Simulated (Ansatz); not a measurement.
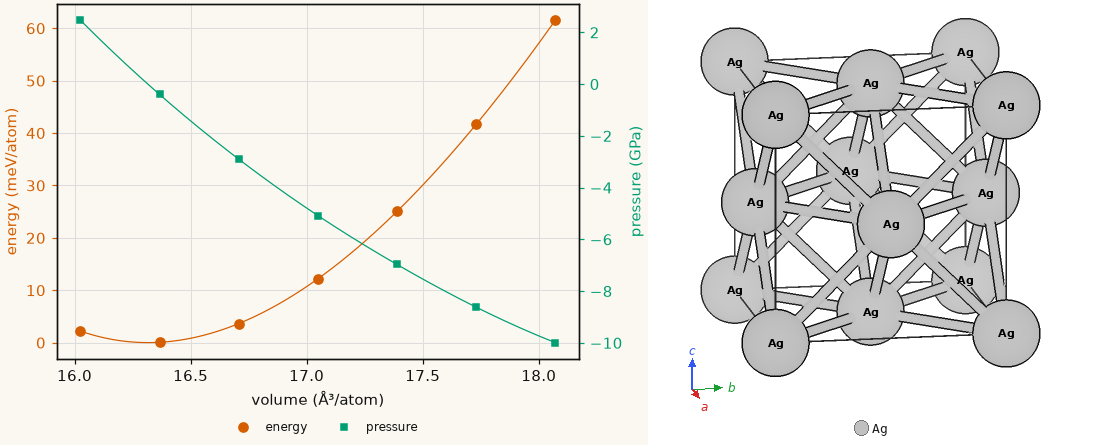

The plot gives the computed energy and pressure against volume for Ag, space group Fm-3m (No. 225). The conventional cell is drawn beside the plot.

Cell as given: a = 2.889 Å, b = 2.889 Å, c = 2.889 Å, α = 60.00°, β = 60.00°, γ = 60.00°; 1 atom.

Method: all-electron LAPW DFT, spinors without magnetism; energies at scaled volumes of the given cell, shape and fractions fixed, counted from the fit's minimum, third-order Birch-Murnaghan fit (Ansatz 0.2.0). Level: PBEsol with D4, spin-orbit coupling, no spin polarisation.

```json
{"setting": "k mesh", "value": "8×8×8"}
{"setting": "occupations", "value": "Methfessel–Paxton"}
{"setting": "smearing width", "value": "0.1 eV"}
{"setting": "potentials", "value": "all electron LAPW, scalar relativistic"}
{"setting": "program settings", "value": "basis error eV/atom 0.001"}
```

How stiff is the solid, and where is its volume at rest?

Answer. A third-order Birch–Murnaghan fit gives V0 = 16.32 Å³/atom, B0 = 131 GPa and B′ = 5.6.

How does the pressure vary with volume?

Answer. It falls from 2.47 GPa at volume 16.03 Å³/atom to −9.99 GPa at 18.07 Å³/atom, and changes sign near 16.32 Å³/atom.

Note: coarse k mesh.

The computed values:

```tsv
volume (Å³/atom)	energy (meV/atom)	pressure (GPa)
16.03	2.20	2.47
16.37	0.07	-0.40
16.71	3.64	-2.90
17.05	12.18	-5.08
17.39	25.05	-6.97
17.73	41.67	-8.62
18.07	61.54	-9.99
```
